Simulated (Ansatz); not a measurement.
Al: geometry relaxation

Al (Im-3m, 1 atom in the cell), computed with DFT r2SCAN, scalar-relativistic, plane waves, PAW, no spin polarisation (Ansatz 0.2.0).

The structure derives from a Materials Project entry. Figures and captions count atoms from 1; the log counts them from 0 in places.

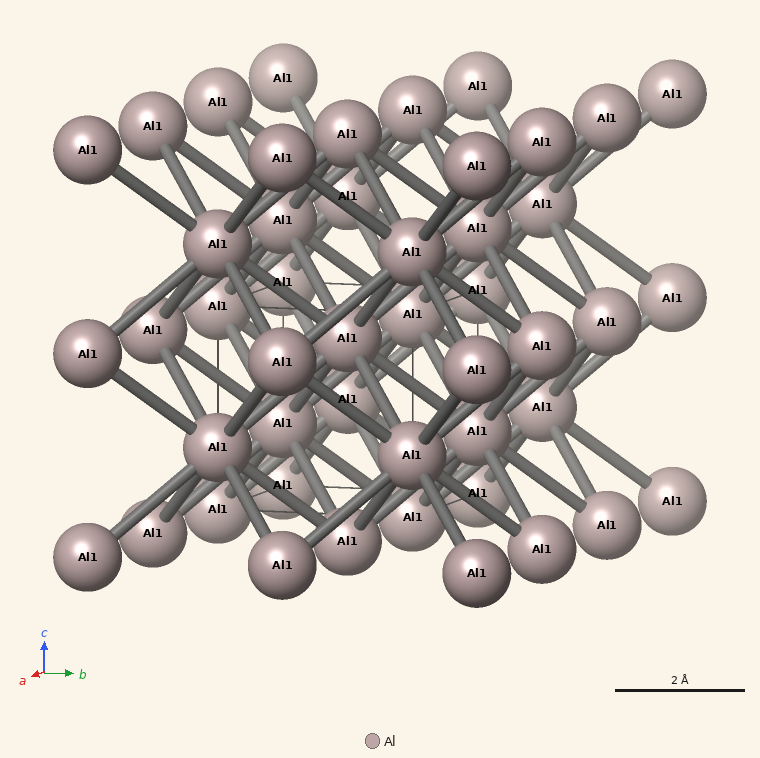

**Figure 1.** The starting structure (ball-and-stick view of the cell 2 times as large as that of the calculation, set on its symmetry axes, repeated 3 × 2 × 2, seen slightly off an axis; atoms are numbered from 1 in the order of the input). Near neighbours in the crystal (not all of them lie inside the picture): Al has 8 Al at 2.76 Å.

The input:
```yaml
crystal:
  lattice:
    - [-1.59121869, 1.59121869, 1.59121869]
    - [1.59121869, -1.59121869, 1.59121869]
    - [1.59121869, 1.59121869, -1.59121869]
  atoms:
    - { symbol: Al, position: [0.0, 0.0, 0.0] }
basis:
  ecutwfc: 500
kpoints:
  mp_grid: { grid: [18, 18, 18] }
hamiltonian:
  xc: r2scan
scf:
  occupations: { method: gaussian, width: 0.1 }
output:
  forces: true
  stress: true
  eigenvalues: true
  write_density: true
  write_potential: true
  elf: true
  volumetric_format: npy
relax:
  adjacent_minimum: "off"
  f_tol: 0.005
  max_steps: 80
  cell: { stress_tol: 0.05 }
```

Launch command:
```bash
ansatz run input.yaml --threads 1 --pin off --max-ram 2560MiB --backend cpu --events-out ev --progress --plain --runs-dir out
```

Output:
```
Engine: ansatz 0.2.0, x86_64-unknown-linux-gnu
Pseudopotentials: kind: paw
Pseudopotential: Al, paw, valence charge 3, recommended cutoff 500 eV (meta_gga), Al.paw.azcp
Functional definition: r2SCAN
  parameter k0 = 0.174
  parameter k1 = 0.065
  parameter a1 = 4.9479
  exchange = r2scan_x(k0 = k0, k1 = k1, a1 = a1)
  correlation = r2scan_c
Crystal: 1 atoms, lattice volume = 16.116 Å³
Basis set: ecut = 500 eV, 381 PW (Γ), exchange–correlation on 96×96×96 points (64 copies of the dense FFT grid, shifted against one another)
Bands: 6, of which v1, the nominal top of the filled ones, is band 2 counted from 1 (1 counted from 0)
Symmetry: 48 space group operations
Space group: Im-3m (ITA 229), of the structure as read, at distance tolerance 2.5e-5 Å
k-points: 195 of 5832
Non-local potential: Al, projectors of the file, l = 0: 2, l = 1: 2, l = 2: 1
PAW form: soft (Blöchl's): semilocal exchange-correlation on the pseudo side does not see the compensation charge
PAW frozen core: Al, regenerated for the run's functional (the file was generated under x = pbe(κ = 0.804, μ = 0.2195149727645171), c = pbe(β = 0.06672455060314922))
PAW one-centre angular grid: Al, 302 points (default); XC on 160 Gauss nodes
Initial density: superposition of atomic densities (neutral atoms: chi_scale 0, normalization atom), corrected by the library's trained network
Initial wavefunctions: pseudopotential atomic-orbital guess
Functional: x = r2scan, c = r2scan; τ floored in thin density (d = 2e-4 eV/Å³)
SCF iter   1: F=—  HF=-540.292674 eV  |F-HF|=—  |Δ(HF+E_count)|=         —  Δρ=4.04e-3  dr2=2.94e-3  dr2_τ=4.36e-3  ethr=1.77e-3  ⟨swp⟩=4.6  Hψ=10340  notcnv=0
preconditioner: auto → none  [metal: Δε(μ)=0.014 eV  Ē_g=14.345 eV  σ=0.100 eV  W_gap=0.08  n_scr=0 (ndim 8)  ℏωp=16.0 eV  f_vac=0.000  D(μ)=0.46/eV (n_scr^D=0)]
SCF iter   2: F=—  HF=-540.299246 eV  |F-HF|=—  |Δ(HF+E_count)|=   6.57e-3  Δρ=2.79e-3  dr2=1.37e-3  dr2_τ=2.79e-6  ethr=9.79e-5  ⟨swp⟩=3.0  Hψ=3595  notcnv=0  defer=68
SCF iter   3: F=—  HF=-540.299019 eV  |F-HF|=—  |Δ(HF+E_count)|=   2.27e-4  Δρ=1.52e-3  dr2=3.92e-4  dr2_τ=5.47e-7  ethr=4.58e-5  ⟨swp⟩=1.0  Hψ=1092  notcnv=0  defer=68
SCF iter   4: F=—  HF=-540.298966 eV  |F-HF|=—  |Δ(HF+E_count)|=   5.38e-5  Δρ=5.49e-4  dr2=4.98e-5  dr2_τ=3.96e-8  ethr=1.31e-5  ⟨swp⟩=1.0  Hψ=1092  notcnv=0  defer=68
SCF iter   5: F=—  HF=-540.298960 eV  |F-HF|=—  |Δ(HF+E_count)|=   5.18e-6  Δρ=1.15e-4  dr2=2.16e-6  dr2_τ=1.45e-9  ethr=1.66e-6  ⟨swp⟩=1.0  Hψ=1092  notcnv=0  defer=68
SCF iter   6: F=-540.298960 eV  HF=-540.298960 eV  |F-HF|=2.66e-9  |Δ(HF+E_count)|=   1.86e-7  Δρ=1.33e-5  dr2=2.81e-8  dr2_τ=2.06e-11  ethr=3.33e-9  ⟨swp⟩=6.7  Hψ=5480  notcnv=0
SCF 1 converged in 6 iterations: F = -540.298960 eV  dr2 = 2.81e-8
  greatest PAW one-centre occupation: 0.450 electrons in one spin orbital (limit 2), on the Al atom at site 0 (counted from 0), in its partial waves of l = 0
relax step   1: F+E_penalty+E_count = -540.29896018 eV  Δ(F+E_penalty+E_count) = +0.000e0 eV  max|allowed force component| = 0.000e0 eV/Å  Δτ_max = 0.0000 Å  P = +0.469 GPa  Ω = 16.116 Å³  (6 SCF iters, dr2 threshold 1.00e-7 eV, accepted)
Crystal: 1 atoms, lattice volume = 16.212 Å³
Initial density: handed on by an earlier stage of this run
Initial wavefunctions: those handed on with the density
iter 1 solved again at ethr=1.23e-7 eV; its pass at ethr=3.10e-3 eV (dr2=3.70e-6 eV) is discarded
SCF iter   1: F=—  HF=-540.299098 eV  |F-HF|=—  |Δ(HF+E_count)|=         —  Δρ=1.49e-4  dr2=4.06e-6  dr2_τ=2.84e-6  ethr=1.23e-7  ⟨swp⟩=2.5  Hψ=11363  notcnv=0
preconditioner: auto → none  [metal: Δε(μ)=0.037 eV  Ē_g=14.299 eV  σ=0.100 eV  W_gap=0.20  n_scr=0 (ndim 8)  ℏωp=16.0 eV  f_vac=0.000  D(μ)=0.47/eV (n_scr^D=0)]
SCF iter   2: F=—  HF=-540.299093 eV  |F-HF|=—  |Δ(HF+E_count)|=   4.86e-6  Δρ=9.90e-5  dr2=1.81e-6  dr2_τ=9.72e-9  ethr=1.23e-7  ⟨swp⟩=2.0  Hψ=1464  notcnv=0
SCF iter   3: F=—  HF=-540.299092 eV  |F-HF|=—  |Δ(HF+E_count)|=   9.72e-7  Δρ=2.67e-5  dr2=1.21e-7  dr2_τ=1.75e-10  ethr=6.04e-8  ⟨swp⟩=1.0  Hψ=1175  notcnv=0
SCF iter   4: F=-540.299092 eV  HF=-540.299092 eV  |F-HF|=1.29e-9  |Δ(HF+E_count)|=   1.45e-8  Δρ=9.15e-6  dr2=1.37e-8  dr2_τ=1.08e-11  ethr=3.33e-9  ⟨swp⟩=5.5  Hψ=3269  notcnv=0
SCF 2 converged in 4 iterations: F = -540.299092 eV  dr2 = 1.37e-8
relax step   2: F+E_penalty+E_count = -540.29909192 eV  Δ(F+E_penalty+E_count) = -1.317e-4 eV  max|allowed force component| = 0.000e0 eV/Å  Δτ_max = 0.0000 Å  P = -0.018 GPa  Ω = 16.212 Å³  energy of the carried Pulay correction = -2.627e-6 eV  (4 SCF iters, dr2 threshold 1.00e-7 eV, accepted)
Initial wavefunctions: pseudopotential atomic-orbital guess (no wavefunctions were taken with the density)
iter 1 solved again at ethr=8.01e-10 eV; its pass at ethr=3.10e-3 eV (dr2=2.40e-8 eV) is discarded
SCF iter   1: F=—  HF=-540.299095 eV  |F-HF|=—  |Δ(HF+E_count)|=         —  Δρ=9.19e-6  dr2=1.37e-8  dr2_τ=4.56e-11  ethr=8.01e-10  ⟨swp⟩=3.3  Hψ=14191  notcnv=0
preconditioner: auto → none  [metal: Δε(μ)=0.036 eV  Ē_g=14.297 eV  σ=0.100 eV  W_gap=0.20  n_scr=0 (ndim 8)  ℏωp=16.0 eV  f_vac=0.000  D(μ)=0.47/eV (n_scr^D=0)]
SCF iter   2: F=—  HF=-540.299095 eV  |F-HF|=—  |Δ(HF+E_count)|=  9.55e-10  Δρ=4.49e-6  dr2=3.26e-9  dr2_τ=2.39e-12  ethr=4.58e-10  ⟨swp⟩=1.0  Hψ=1170  notcnv=0
SCF iter   3: F=-540.299095 eV  HF=-540.299095 eV  |F-HF|=2.27e-13  |Δ(HF+E_count)|=  3.31e-10  Δρ=3.35e-8  dr2=5.74e-14  dr2_τ=5.27e-15  ethr=1.00e-12  ⟨swp⟩=4.4  Hψ=4735  notcnv=0
SCF 3 converged in 3 iterations: F = -540.299095 eV  dr2 = 5.74e-14
relax step   3: F+E_penalty+E_count = -540.29909451 eV  Δ(F+E_penalty+E_count) = -2.588e-6 eV  max|allowed force component| = 0.000e0 eV/Å  Δτ_max = 0.0000 Å  P = -0.018 GPa  Ω = 16.212 Å³  stress off target by 1.83e-2 GPa  SCF on the basis re-selected at this cell (its energy is not comparable with the rows above)  (3 SCF iters)
```

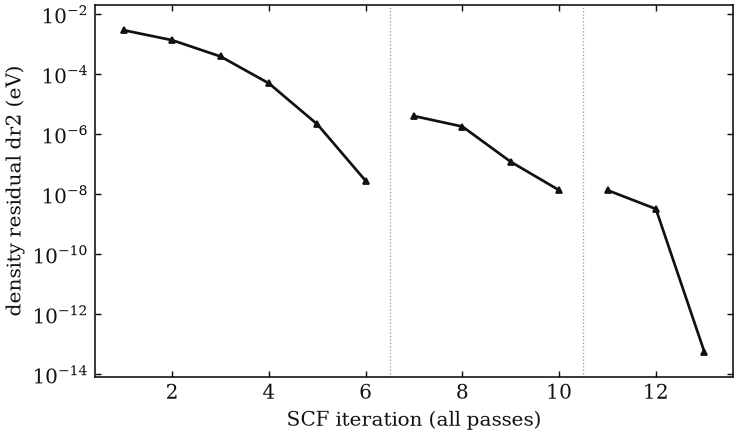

**Figure 2.** Convergence of the self-consistent field: density residual dr2 against the SCF iteration. The dotted lines part the SCF passes of the relaxation: geometry steps, rejected trials and re-solves on a re-selected basis. The passes take 6, 4 and 3 iterations.

```
basis re-selected at this cell: Δ(F+E_penalty+E_count) = -2.588e-6 eV, ΔP = -0.000 GPa vs the last step (what re-selecting the basis moved, of the pressure what is left beyond the Pulay correction that the steps carried, after the strain that the cell walked since its last selection, with what the two solves' SCF thresholds leave and, on support functions, any second-order correction that the steps lacked; it is no measure of the basis error at this ecutwfc). This SCF's stress stands 1.83e-2 GPa from its target on what of the cell is left free (relax.cell.stress_tol is 5.00e-2 GPa) and its largest allowed force component is 0.00e0 eV/Å (relax.f_tol is 5.00e-3 eV/Å): within both
SCF converged after 3 iterations
Free energy (F): -540.299095 eV
Harris-Foulkes:  -540.299095 eV  (|F-HF|=2.27e-13)
Internal energy: -540.296754 eV  (E = F + TS)
E sigma→0 (E₀):  -540.297924 eV
Entropy (-TS):   -0.002341 eV (-2.341 meV/atom)
Fermi energy:    8.201545 eV
--- Per-component energies (eV) ---
  E_band       = 10.255143
  E_kinetic    = 23.162266
  E_local      = 10.601826  (includes V_loc(G=0)·N_el)
  E_nonlocal   = 9.726568
  E_hartree    = 0.082447
  E_xc         = -36.772936
  E_vxc        = -31.251733  (∫ρ·V_xc dr)
  E_paw        = -473.083865  (= ΣΔE_a)
  E_vpaw       = -3.391251  (= ΣTr[D̂ρ^β])
  E_aug_tail   = -0.000001  (compensation charges beyond the density's cutoff)
  E_vtau       = 1.242575  (kinetic-family band-sum trace: ∫τ·v_τ [+ j·A + Jᵃ·Aᵃ] dr)
  E_ewald      = -73.952951
  E_core_change = -0.060108  (= ΣΔE_core)
  E_smearing   = -0.002341  (= −TS)
  E_closure    = -0.000000  (closes the sum)
  Σ components = -540.299095   (vs F -540.299095, Δ=0.00e0)
--- Forces (eV/Å), atoms counted from 1 ---
  atom   1  Al    -0.00000000     0.00000000     0.00000000
  max |Σ_I F_I| component: 1.96e-33 eV/Å
--- Stress (GPa, compression-positive) ---
       -0.018292       0.000000       0.000000
        0.000000      -0.018292       0.000000
       -0.000000       0.000000      -0.018292
  P = ⅓ Tr σ = -0.0183 GPa (-0.183 kbar)
--- Band table (eV; the first three rows and the last of 195) ---
  k-point 0: bands = ["-3.8130", "22.2665", "22.2665", "22.2665", "24.3844", "24.3844"]
  k-point 1: bands = ["-3.7175", "21.1421", "21.6709", "21.8656", "23.8357", "24.6362"]
  k-point 2: bands = ["-3.4314", "18.8861", "20.6965", "20.9817", "22.8472", "23.8208"]
  k-point 194: bands = ["10.2090", "10.2090", "10.2090", "11.1106", "11.1106", "14.8784"]
--- Relaxed structure (2 steps of the walk, 2 accepted, 1 SCFs on fresh bases) ---
  F+E_penalty+E_count = -540.29909451 eV   max|allowed force component| = 0.000e0 eV/Å   (the final SCF, on the basis selected at the relaxed cell)
  cell:  # Å, volume = 16.2116 Å³
    - [-1.5943685755952652, 1.5943685755952652, 1.5943685755952652]
    - [1.5943685755952652, -1.5943685755952652, 1.5943685755952652]
    - [1.5943685755952652, 1.5943685755952652, -1.5943685755952652]
  atoms:
    - { symbol: Al, position: [0.0, 0.0, 0.0] }
```

Trajectory as extended XYZ (Å, eV, eV/Å), 3 frames, from step=1 to step=3:
```
1
Lattice="-1.5912 1.5912 1.5912 1.5912 -1.5912 1.5912 1.5912 1.5912 -1.5912" Properties=species:S:1:pos:R:3:forces:R:3 step=1 energy=-540.29896 pressure_GPa=0.47
Al    0.0000    0.0000    0.0000    0.0000   0.0000   0.0000
1
Lattice="-1.5944 1.5944 1.5944 1.5944 -1.5944 1.5944 1.5944 1.5944 -1.5944" Properties=species:S:1:pos:R:3:forces:R:3 step=2 energy=-540.29909 pressure_GPa=-0.02
Al    0.0000    0.0000    0.0000    0.0000   0.0000   0.0000
1
Lattice="-1.5944 1.5944 1.5944 1.5944 -1.5944 1.5944 1.5944 1.5944 -1.5944" Properties=species:S:1:pos:R:3:forces:R:3 step=3 energy=-540.29909 pressure_GPa=-0.02
Al    0.0000    0.0000    0.0000    0.0000   0.0000   0.0000
```

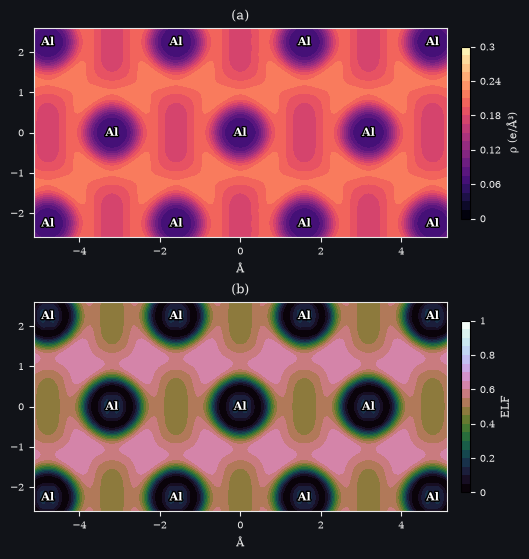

**Figure 3.** (a) valence pseudo-density; (b) ELF on the (011) plane of the conventional cell. Atoms in the plane: Al. Al–Al (2.76 Å): ρ at the midpoint is about 0.21 e/Å³; the ELF peaks at about 0.65 between the atoms. Away from the nuclei the density in this plane falls to 0.17 e/Å³ at its lowest. The fields are those of the smooth PAW valence density.

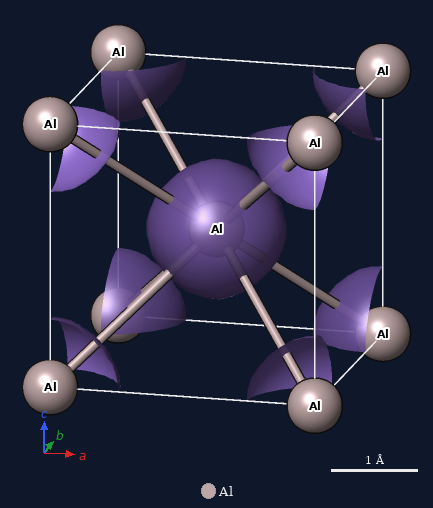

**Figure 4.** Isosurface of the ELF at 0.4 (purple), seen slightly off an axis. Only the valence region is drawn (cores and ρ < 0.01 e/Å³ removed). Sticks mark near contacts. The outline is the cell set on symmetry axes. The ELF exceeds this value in one network that runs through the whole crystal, counted in one cell of 2 atoms.  Values along the shortest contacts: Al–Al (2.76 Å): the ELF peaks at about 0.65 between the atoms.

Summary:

| quantity | value |
| --- | --- |
| outcome | converged |
| space group (tolerance 0.01 Å) | Im-3m (229) |
| electrons treated | 3 |
| free energy | −540.2991 eV |
| Fermi energy | 8.202 eV |
| gap on the k-point mesh | none (metallic) |
| pressure | −0.02 GPa |
| final volume | 16.21 Å³ |
| largest force (length of the vector) at the end | under 0.001 eV/Å |
| final cell | a = 2.762 Å, b = 2.762 Å, c = 2.762 Å, α = 109.47°, β = 109.47°, γ = 109.47° |
| hardware | 1 thread of Intel Xeon (Sapphire Rapids), 192 GiB of memory available, shared host |
| wall time | 7 s |
| peak memory | 0.39 GiB |
